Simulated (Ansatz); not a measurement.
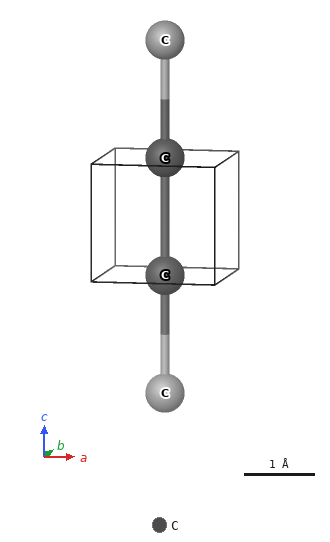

**Figure 1.** The structure as given in the input (ball-and-stick view of the cell of the calculation, seen slightly off an axis; neighbours outside the cell are drawn fainter). An atom can appear more than once, as a periodic image.

**Run report: C, single-point calculation**

System: C (P4/mmm, 1 atom in the cell).
Method: DFT, LDA, plane waves, PAW, no spin polarisation (Ansatz 0.2.0).

The structure was made by a generator, so it may or may not be a known phase.

**Input**
```yaml
crystal:
  lattice:
    - [1.8106891714, 0.0, 0.0]
    - [0.0, 1.8106891714, 0.0]
    - [0.0, 0.0, 1.7038604702]
  atoms:
    - { symbol: C, position: [0.5, 0.5, 0.0] }
kpoints:
  mp_grid: { grid: [30, 30, 32] }
hamiltonian:
  xc: lda
scf:
  occupations: { method: gaussian, width: 0.1 }
  n_extra_bands: 16
output:
  forces: true
  eigenvalues: true
  stress: true
```

Run as:
```bash
ansatz run input.yaml --threads 1 --pin off --max-ram 2560MiB --backend cpu --events-out ev --progress --plain --runs-dir out
```

**Log**
```
scf.n_extra_bands = 16 over 2 filled bands (N_el = 4.0): the run solves 18 bands
Engine: ansatz 0.2.0, x86_64-unknown-linux-gnu
Pseudopotentials: kind: paw
Pseudopotential: C, paw, valence charge 4, recommended cutoff 420 eV (normal), C.paw.azcp
Functional definition: SPW92
  exchange = slater_x
  correlation = pw_c
Crystal: 1 atoms, lattice volume = 5.586 Å³
Basis set: ecut = 420 eV, 105 PW (Γ)
Bands: 18, of which v1, the nominal top of the filled ones, is band 2 counted from 1 (1 counted from 0)
Symmetry: 16 space group operations
Space group: P4/mmm (ITA 123), of the structure as read, at distance tolerance 1.8e-5 Å
k-points: 2312 of 28800
Non-local potential: C, projectors of the file, l = 0: 2, l = 1: 2, l = 2: 1
PAW form: soft (Blöchl's): semilocal exchange-correlation on the pseudo side does not see the compensation charge
PAW frozen core: C, regenerated for the run's functional, and the local potential with it (the file was generated under x = pbe(κ = 0.804, μ = 0.2195149727645171), c = pbe(β = 0.06672455060314922))
PAW one-centre angular grid: C, 110 points (default); XC on 64 Gauss nodes
Initial density: superposition of atomic densities (neutral atoms: chi_scale 0, normalization atom), corrected by the library's trained network
Initial wavefunctions: pseudopotential atomic-orbital guess
Functional: x = slater, c = lda
SCF iter   1: F=—  HF=-240.353086 eV  |F-HF|=—  |Δ(HF+E_count)|=         —  Δρ=1.30e-2  dr2=3.19e-3  ethr=1.77e-3  ⟨swp⟩=5.0  Hψ=178585  notcnv=0  defer=13141
preconditioner: auto → none  [metal: Δε(μ)=0.006 eV  Ē_g=63.677 eV  σ=0.100 eV  W_gap=0.04  n_scr=0 (ndim 8)  ℏωp=31.4 eV  f_vac=0.000  D(μ)=0.23/eV (n_scr^D=0)]
SCF iter   2: F=—  HF=-240.352265 eV  |F-HF|=—  |Δ(HF+E_count)|=   8.21e-4  Δρ=5.54e-3  dr2=5.21e-4  ethr=7.98e-5  ⟨swp⟩=1.0  Hψ=60112  notcnv=0  defer=14245
SCF iter   3: F=—  HF=-240.352155 eV  |F-HF|=—  |Δ(HF+E_count)|=   1.10e-4  Δρ=5.53e-4  dr2=4.58e-6  ethr=1.30e-5  ⟨swp⟩=1.0  Hψ=20224  notcnv=0  defer=14245
SCF iter   4: F=—  HF=-240.352155 eV  |F-HF|=—  |Δ(HF+E_count)|=   1.93e-7  Δρ=3.11e-5  dr2=2.56e-8  ethr=1.14e-7  ⟨swp⟩=1.0  Hψ=20225  notcnv=0  defer=14245
iter 5 did not close the SCF: its close was put off for the readings that it lacked (scf_convergence_deferred on its scf_iter line)
SCF iter   5: F=-240.352155 eV  HF=-240.352155 eV  |F-HF|=1.79e-10  |Δ(HF+E_count)|=   7.34e-9  Δρ=3.40e-6  dr2=2.97e-10  ethr=6.40e-10  ⟨swp⟩=1.0  Hψ=20309  notcnv=0  defer=14245
SCF iter   6: F=-240.352155 eV  HF=-240.352155 eV  |F-HF|=4.55e-13  |Δ(HF+E_count)|=  1.48e-10  Δρ=1.53e-7  dr2=6.91e-13  ethr=7.43e-12  ⟨swp⟩=5.9  Hψ=191050  notcnv=0
SCF 1 converged in 6 iterations: F = -240.352155 eV  dr2 = 6.91e-13
  greatest PAW one-centre occupation: 0.645 electrons in one spin orbital (limit 2), on the C atom at site 0 (counted from 0), in its partial waves of l = 0
SCF converged after 6 iterations
Free energy (F): -240.352155 eV
Harris-Foulkes:  -240.352155 eV  (|F-HF|=4.55e-13)
Internal energy: -240.351007 eV  (E = F + TS)
E sigma→0 (E₀):  -240.351581 eV
Entropy (-TS):   -0.001148 eV (-1.148 meV/atom)
Fermi energy:    14.298840 eV
--- Per-component energies (eV) ---
  E_band       = 22.447704
  E_kinetic    = 87.434913
  E_local      = -39.244628  (includes V_loc(G=0)·N_el)
  E_nonlocal   = 27.712961
  E_hartree    = 6.018914
  E_xc         = -47.547879
  E_vxc        = -59.123298  (∫ρ·V_xc dr)
  E_paw        = -90.811057  (= ΣΔE_a)
  E_vpaw       = -6.370077  (= ΣTr[D̂ρ^β])
  E_aug_tail   = 0.000007  (compensation charges beyond the density's cutoff)
  E_ewald      = -183.977069
  E_core_change = 0.062833  (= ΣΔE_core)
  E_smearing   = -0.001148  (= −TS)
  E_closure    = -0.000000  (closes the sum)
  Σ components = -240.352155   (vs F -240.352155, Δ=0.00e0)
--- Forces (eV/Å), atoms counted from 1 ---
  atom   1  C      0.00000000     0.00000000     0.00000000
  max |Σ_I F_I| component: 1.77e-30 eV/Å
--- Stress (GPa, compression-positive) ---
      -13.507413       0.000000       0.000000
        0.000000     -13.507413       0.000000
        0.000000       0.000000     -17.051930
  P = ⅓ Tr σ = -14.6889 GPa (-146.889 kbar)
--- Band table (eV; the first three rows and the last of 2312) ---
  k-point 0: bands = ["-7.7104", "22.2606", "22.2606", "25.8176", "38.4301", "39.9525", "46.7030", "68.7680", "68.7680", "72.0630", "78.8530", "84.0097", "84.0097", "86.2885", "87.8986", "87.8986", "90.8449", "90.9646"]
  k-point 1: bands = ["-7.6694", "22.2935", "22.2935", "25.4960", "38.4777", "40.1862", "46.7956", "68.6150", "68.6150", "72.0078", "78.9151", "83.0675", "83.0675", "86.4954", "87.7492", "89.1657", "89.1657", "94.1638"]
  k-point 2: bands = ["-7.5464", "22.3855", "22.3855", "24.6076", "38.6202", "40.7829", "47.0932", "68.1141", "68.1141", "71.8562", "79.0475", "81.5715", "81.5715", "84.6988", "87.0752", "91.6259", "91.6259", "97.5252"]
  k-point 2311: bands = ["12.0901", "13.8466", "13.8466", "23.0652", "31.4835", "31.4835", "32.4223", "37.3415", "79.4569", "79.4569", "85.1740", "102.6125", "108.4981", "113.3635", "114.8535", "114.8535", "118.7547", "119.0498"]
```

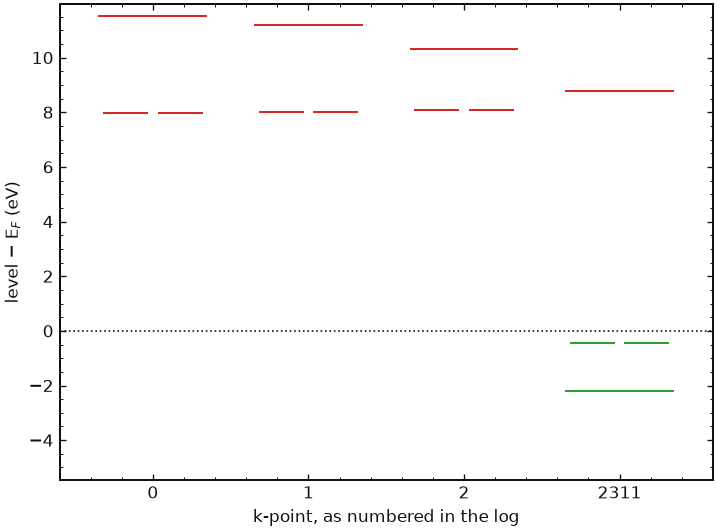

**Figure 2.** Kohn–Sham levels near the Fermi level (dotted) at the few k-points that the log prints; levels within 0.02 eV of each other stand side by side. The system is metallic on the full mesh.

**Summary**

| quantity | value |
| --- | --- |
| outcome | converged |
| space group (tolerance 0.01 Å) | P4/mmm (123) |
| electrons treated | 4 |
| free energy | −240.3522 eV |
| Fermi energy | 14.299 eV |
| gap on the k-point mesh | none (metallic) |
| pressure | −14.69 GPa |
| largest force (length of the vector) | under 0.001 eV/Å |
| hardware | 1 thread of Intel Xeon @ 2.50GHz (Skylake/Cascade Lake), 189 GiB of memory available, shared host |
| wall time | 30 s |
| peak memory | 0.54 GiB |

Settings chosen away from the usual ones: scf.n_extra_bands set to 16; hamiltonian.xc set to lda (from pbe); basis.ecutwfc removed. The cell is under a tension of 14.7 GPa at this level, so it is not at its equilibrium volume.
